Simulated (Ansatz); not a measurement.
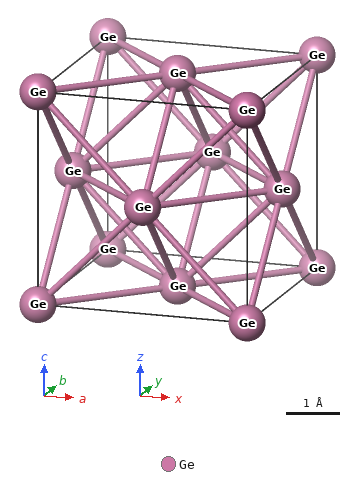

Energy scan for crystalline Ge (Fm-3m), in which the ratio of the cell's length along [111] to its lengths across, counted as 1 for the reference, is changed at fixed volume (a trigonal path), with the atoms kept at their fractional coordinates. x, y and z are the Cartesian axes of the input. The picture shows the reference cell. A ball-and-stick model of the conventional cell (4 times the calculation's cell), seen slightly off an axis. Lengths and directions refer to the drawn axes.

Level of theory: DFT r2SCAN, scalar-relativistic, plane waves, PAW (Ansatz). (plane-wave cutoff 500 eV; k-point mesh 22 × 22 × 22; occupations gaussian; smearing width 0.15 eV; no spin polarisation). Energies (free energies at the smearing named) are counted from the cell as listed in its source, which wasn't relaxed.

Input
```yaml
crystal:
  lattice:
    - [0.0, 2.098360525, 2.098360525]
    - [2.098360525, 0.0, 2.098360525]
    - [2.098360525, 2.098360525, 0.0]
  atoms:
    - { symbol: Ge, position: [0.0, 0.0, 0.0] }
basis:
  ecutwfc: 500
kpoints:
  mp_grid: { grid: [22, 22, 22] }
hamiltonian:
  xc: r2scan
scf:
  occupations: { method: gaussian, width: 0.15 }
output:
  forces: true
  stress: true
  eigenvalues: true
```

What energies does the calculation give (the relative ratio: 0.50, 0.71, 1.00, 1.41, 2.00)?

Answer.
```
axial ratio over its reference value  E − E(ref) (meV/atom)
                                0.50                   −221
                                0.71                    −15
                                1.00                      0
                                1.41                    232
                                2.00                   1264
```

The lowest computed point lies at the relative ratio 0.50 (−221 meV/atom). The energy is still falling at the end of the range, so the minimum along this coordinate lies there or beyond. The end points stand at −221 meV/atom (0.50) and 1264 meV/atom (2.00). The unrelaxed reference is under a pressure of 2.2 GPa. The distortion takes the space group from Fm-3m to R-3m, except for Pm-3m at 0.50. At the relative ratio 2.00 the cell of the drawing goes a 4.197 → 4.711 Å, b 4.197 → 4.711 Å, c 4.197 → 4.711 Å, α 90.0° → 60.0°, β 90.0° → 60.0°, γ 90.0° → 60.0°.

The computed profile:

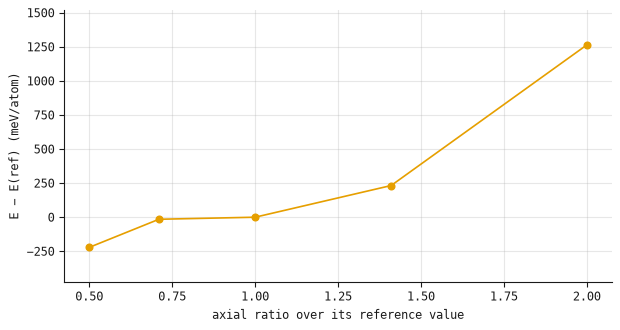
